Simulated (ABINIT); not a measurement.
Run report: ZrS2, positron calculation (part 1 of 2)

System: ZrS2 (P-3m1, 3 atoms in the cell).
Method: Kohn-Sham DFT of a periodic cell, LDA, JTH PAW LDA v2.0, no spin polarisation (ABINIT 10.8.3).

The structure derives from a Materials Project entry.

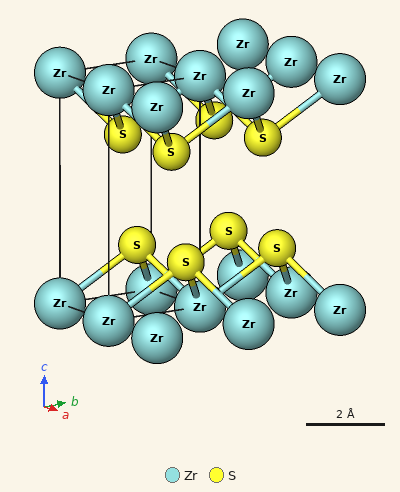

Fig. 1: The input geometry (ball-and-stick view of the cell of the calculation, repeated 2 × 2 × 1, seen slightly off an axis).

### Summary

| quantity | value |
| --- | --- |
| outcome | converged |
| space group (tolerance 0.01 Å) | P-3m1 (164) |
| electrons treated | 24 |
| free energy | −1866.3031 eV |
| positron lifetime (one of the program's estimates) | 261.5 ps |
| Fermi energy | 5.497 eV |
| gap on the k-point mesh | 0.95 eV |
| pressure | −4.79 GPa |
| largest force (length of the vector) | 0.299 eV/Å |
| hardware | 1 thread of Intel Xeon @ 2.70GHz, 189 GiB of memory available, shared host |
| wall time | 19 s |
| peak memory | 0.09 GiB |

Points of doubt noted for this run: cutoff too low for stress; PAW basis incomplete for positron.

### Input
```
# Datasets
ndtset 2

# Pseudopotentials
pp_dirpath "./"
pseudos "Zr.LDA_PW-JTH.xml, S.LDA_PW-JTH.xml"

# Structure
acell 6.9757020403 6.9757020403 11.4159810467
rprim
     1.0000000000     0.0000000000     0.0000000000
    -0.5000000000     0.8660254038     0.0000000000
     0.0000000000     0.0000000000     1.0000000000
ntypat 2
znucl 40 16
natom 3
typat 1 2 2
xred
            0.0            0.0            0.0
            1/3            2/3   0.2379099700
            2/3            1/3   0.7620900300

# Plane-wave basis
ecut 15.0
pawecutdg 30.0

# Exchange and correlation
ixc 7

# SCF cycle
nstep 80

# Output
iomode 3
prteig 0
prtebands 0
prtwf 0

# Dataset 1: electrons
kptopt1 1
ngkpt1 6 6 4
nshiftk1 1
shiftk1 0.0 0.0 0.0
nband1 16
occopt1 3
tsmear1 0.05 eV
tolvrs1 1.0e-10
prtden1 1

# Dataset 2: positron in the electrons' density
positron2 1
ixcpositron2 1
getden2 1
kptopt2 0
nkpt2 1
kpt2 0.0 0.0 0.0
nband2 1
occopt2 2
occ2 1.0
posocc2 1.0
toldfe2 1.0e-9
optforces2 0
optstress2 0
prtden2 0
```

Launched with:
```bash
abinit run.abi > log 2>&1
```

### Output
```
.Version 10.8.3 of ABINIT
 DATASET    1 : space group P-3 m 1 (#164); Bravais hP (primitive hexag.)
================================================================================
 Values of the parameters that define the memory need for DATASET  1.
     intxc =       0    ionmov =       0      iscf =      17    lmnmax =      18
     lnmax =       6     mgfft =      40  mpssoang =       3    mqgrid =    3001
     natom =       3  nloc_mem =       2    nspden =       1   nspinor =       1
    nsppol =       1      nsym =      12    n1xccc =       1    ntypat =       2
    occopt =       3   xclevel =       1
       mpw =        1350          nfft =       29160          nkpt =          24
 PAW method is used; the additional fine FFT grid is defined by:
   mgfftf=        60    nfftf =     77760
================================================================================
================================================================================

 DATASET    2 : space group P-3 m 1 (#164); Bravais hP (primitive hexag.)
================================================================================
 Values of the parameters that define the memory need for DATASET  2.
     intxc =       0    ionmov =       0      iscf =      17    lmnmax =      18
     lnmax =       6     mgfft =      40  mpssoang =       3    mqgrid =    3001
     natom =       3  nloc_mem =       2    nspden =       1   nspinor =       1
    nsppol =       1      nsym =      12    n1xccc =       1    ntypat =       2
    occopt =       2   xclevel =       1
       mpw =         658          nfft =       29160          nkpt =           1
 PAW method is used; the additional fine FFT grid is defined by:
   mgfftf=        60    nfftf =     77760
================================================================================
================================================================================

--------------------------------------------------------------------------------
------------- Echo of variables that govern the present computation ------------
--------------------------------------------------------------------------------
 -outvars: echo values of preprocessed input variables --------
            acell      6.9757020403E+00  6.9757020403E+00  1.1415981047E+01 Bohr
              amu      9.12240000E+01  3.20660000E+01
             ecut      1.50000000E+01 Hartree
           getden1          0
           getden2          1
              ixc           7
           jdtset        1    2
           kptopt1          1
           kptopt2          0
         kptrlatt        6    0    0      0    6    0      0    0    4
          kptrlen1     4.18542122E+01
          kptrlen2     3.00000000E+01
            natom           3
            nband1         16
            nband2          1
           ndtset           2
            ngfft          27      27      40
          ngfftdg          36      36      60
             nkpt1         24
             nkpt2          1
            nstep          80
             nsym          12
           ntypat           2
           occopt1          3
           occopt2          2
        optforces1          2
        optforces2          0
        optstress1          1
        optstress2          0
        pawecutdg      3.00000000E+01 Hartree
         positron1          0
         positron2          1
           prtden1          1
           prtden2          0
        prtebands           0
           prteig           0
            prtwf           0
            rprim      1.0000000000E+00  0.0000000000E+00  0.0000000000E+00
                      -5.0000000000E-01  8.6602540380E-01  0.0000000000E+00
                       0.0000000000E+00  0.0000000000E+00  1.0000000000E+00
           shiftk1     0.00000000E+00  0.00000000E+00  0.00000000E+00
           shiftk2     5.00000000E-01  5.00000000E-01  5.00000000E-01
          spgroup         164
           toldfe1     0.00000000E+00 Hartree
           toldfe2     1.00000000E-09 Hartree
           tolvrs1     1.00000000E-10
           tolvrs2     0.00000000E+00
           tsmear1     1.83746611E-03 Hartree
           tsmear2     1.00000000E-02 Hartree
            typat      1  2  2
           useylm           1
           xangst      0.0000000000E+00  0.0000000000E+00  0.0000000000E+00
                       1.0029664822E-17  2.1312207074E+00  1.4372324492E+00
                       1.8456912736E+00  1.0656103537E+00  4.6038445567E+00
            xcart      0.0000000000E+00  0.0000000000E+00  0.0000000000E+00
                       1.8953319649E-17  4.0274234508E+00  2.7159757083E+00
                       3.4878510201E+00  2.0137117254E+00  8.7000053384E+00
             xred      0.0000000000E+00  0.0000000000E+00  0.0000000000E+00
                       3.3333333333E-01  6.6666666667E-01  2.3790997000E-01
                       6.6666666667E-01  3.3333333333E-01  7.6209003000E-01
            znucl       40.00000   16.00000

================================================================================

 chkinp: Checking input parameters for consistency, jdtset=   1.

 chkinp: Checking input parameters for consistency, jdtset=   2.

================================================================================
== DATASET  1 ==================================================================

--- !DatasetInfo
iteration_state: {dtset: 1, }
dimensions: {natom: 3, nkpt: 24, mband: 16, nsppol: 1, nspinor: 1, nspden: 1, mpw: 1350, }
cutoff_energies: {ecut:  15.0, pawecutdg:  30.0, }
electrons: {nelect:   2.40000000E+01, charge:   0.00000000E+00, occopt:   3.00000000E+00, tsmear:   1.83746611E-03, }
meta: {optdriver: 0, ionmov: 0, optcell: 0, iscf: 17, paral_kgb: 0, }
...

 Exchange-correlation functional for the present dataset will be:
  LDA: Perdew-Wang 92 LSD fit to Ceperley-Alder data - ixc=7
  J.P.Perdew and Y.Wang, PRB 45, 13244 (1992)

 Real(R)+Recip(G) space primitive vectors, cartesian coordinates (Bohr,Bohr^-1):
 R(1)=  6.9757020  0.0000000  0.0000000  G(1)=  0.1433547  0.0827659  0.0000000
 R(2)= -3.4878510  6.0411352  0.0000000  G(2)=  0.0000000  0.1655318  0.0000000
 R(3)=  0.0000000  0.0000000 11.4159810  G(3)=  0.0000000  0.0000000  0.0875965
 Unit cell volume ucvol=  4.8108267E+02 bohr^3
 Angles (23,13,12)=  9.00000000E+01  9.00000000E+01  1.20000000E+02 degrees

 Coarse grid specifications (used for wave-functions):

 getcut: wavevector=  0.0000  0.0000  0.0000  ngfft=  27  27  40
         ecut(hartree)=     15.000   => boxcut(ratio)=   2.00972

 Fine grid specifications (used for densities):

 getcut: wavevector=  0.0000  0.0000  0.0000  ngfft=  36  36  60
         ecut(hartree)=     30.000   => boxcut(ratio)=   2.09309

--- Pseudopotential description ------------------------------------------------
- pspini: atom type   1  psp file is ./Zr.LDA_PW-JTH.xml
 Pseudopotential format is: paw10
 basis_size (lnmax)=  6 (lmn_size= 18), orbitals=   0   0   1   1   2   2
 Spheres core radius: rc_sph= 2.22030268
 Shapefunction is BESSEL type: shapef(r,l)=aa(1,l)*jl(q(1,l)*r)+aa(2,l)*jl(q(2,l)*r)
 Radius for shape functions =  2.22030268
 Compensation charge density is not taken into account in XC energy/potential

- pspini: atom type   2  psp file is ./S.LDA_PW-JTH.xml
 Pseudopotential format is: paw10
 basis_size (lnmax)=  4 (lmn_size=  8), orbitals=   0   0   1   1
 Spheres core radius: rc_sph= 1.90380259
 Shapefunction is SIN type: shapef(r)=[sin(pi*r/rshp)/(pi*r/rshp)]**2
 Radius for shape functions =  1.40128485
 Compensation charge density is not taken into account in XC energy/potential

   5.06431201E+02                                ecore*ucvol(ha*bohr**3)
--------------------------------------------------------------------------------

================================================================================

--- !BeginCycle
iteration_state: {dtset: 1, }
solver: {iscf: 17, nstep: 80, nline: 4, wfoptalg: 10, }
tolerances: {tolvrs: 1.00E-10, }
...

     iter   Etot(hartree)      deltaE(h)  residm     nres2
 ETOT  1  -68.531922658935    -6.853E+01 2.476E-01 9.099E+00
 ETOT  2  -68.589373135194    -5.745E-02 2.567E-02 1.699E+00
 ETOT  3  -68.585684340647     3.689E-03 3.320E-03 2.900E-01
 ETOT  4  -68.585502666229     1.817E-04 1.683E-03 1.661E-02
 ETOT  5  -68.585375774755     1.269E-04 6.854E-04 7.528E-04
 ETOT  6  -68.585373352456     2.422E-06 4.754E-04 6.708E-05
 ETOT  7  -68.585373008427     3.440E-07 2.178E-04 1.736E-05
 ETOT  8  -68.585372887871     1.206E-07 2.051E-04 2.419E-06
 ETOT  9  -68.585372896547    -8.676E-09 8.130E-05 3.934E-07
 ETOT 10  -68.585372896068     4.790E-10 1.458E-04 1.055E-08
 ETOT 11  -68.585372896159    -9.058E-11 8.630E-05 1.750E-09
 ETOT 12  -68.585372896153     5.585E-12 1.667E-04 1.075E-10
 ETOT 13  -68.585372896155    -1.577E-12 9.418E-05 1.124E-11

 At SCF step   13       nres2   =  1.12E-11 < tolvrs=  1.00E-10 =>converged.

 Cartesian components of stress tensor (hartree/bohr^3)
  sigma(1 1)=  1.80338888E-04  sigma(3 2)=  0.00000000E+00
  sigma(2 2)=  1.80338888E-04  sigma(3 1)=  0.00000000E+00
  sigma(3 3)=  1.27986054E-04  sigma(2 1)=  0.00000000E+00

--- !ResultsGS
iteration_state: {dtset: 1, }
comment   : Summary of ground state results
lattice_vectors:
- [  6.9757020,   0.0000000,   0.0000000, ]
- [ -3.4878510,   6.0411352,   0.0000000, ]
- [  0.0000000,   0.0000000,  11.4159810, ]
lattice_lengths: [   6.97570,    6.97570,   11.41598, ]
lattice_angles: [ 90.000,  90.000, 120.000, ] # degrees, (23, 13, 12)
lattice_volume:   4.8108267E+02
convergence: {deltae: -1.577E-12, res2:  1.124E-11, residm:  9.418E-05, diffor: null, }
etotal    :  -6.85853729E+01
entropy   :   0.00000000E+00
fermie    :   2.02027524E-01
cartesian_stress_tensor: # hartree/bohr^3
- [  1.80338888E-04,   0.00000000E+00,   0.00000000E+00, ]
- [  0.00000000E+00,   1.80338888E-04,   0.00000000E+00, ]
- [  0.00000000E+00,   0.00000000E+00,   1.27986054E-04, ]
pressure_GPa:  -4.7923E+00
xred      :
- [  0.0000E+00,   0.0000E+00,   0.0000E+00, Zr]
- [  3.3333E-01,   6.6667E-01,   2.3791E-01,  S]
- [  6.6667E-01,   3.3333E-01,   7.6209E-01,  S]
cartesian_forces: # hartree/bohr
- [  5.14671299E-29,   1.48572807E-28,  -0.00000000E+00, ]
- [ -1.02934260E-28,   2.37716490E-28,  -5.81114569E-03, ]
- [  5.14671299E-29,  -3.86289297E-28,   5.81114569E-03, ]
force_length_stats: {min:   1.57234679E-28, max:   5.81114569E-03, mean:   3.87409712E-03, }
...

 Integrated electronic density in atomic spheres:
 ------------------------------------------------
 Atom  Sphere_radius  Integrated_density
    1        2.22030          8.91630831
    2        1.90380          3.59314166
    3        1.90380          3.59314166

================================================================================

 ----iterations are completed or convergence reached----

 Mean square residual over all n,k,spin=   40.266E-08; max=  94.175E-06
 reduced coordinates (array xred) for    3 atoms
       0.000000000000      0.000000000000      0.000000000000
       0.333333333333      0.666666666667      0.237909970000
       0.666666666667      0.333333333333      0.762090030000
 rms dE/dt=  3.1273E-02; max dE/dt=  6.6340E-02; dE/dt below (all hartree)
    1       0.000000000000      0.000000000000      0.000000000000
    2       0.000000000000     -0.000000000000      0.066339929013
    3       0.000000000000      0.000000000000     -0.066339929013

 cartesian coordinates (angstrom) at end:
    1      0.00000000000000     0.00000000000000     0.00000000000000
    2      0.00000000000000     2.13122070738770     1.43723244924514
    3      1.84569127363602     1.06561035369385     4.60384455667074

 cartesian forces (hartree/bohr) at end:
    1      0.00000000000000     0.00000000000000    -0.00000000000000
    2     -0.00000000000000     0.00000000000000    -0.00581114568617
    3      0.00000000000000    -0.00000000000000     0.00581114568617
 frms,max,avg= 2.7394003E-03 5.8111457E-03   0.000E+00  0.000E+00  0.000E+00 h/b
```
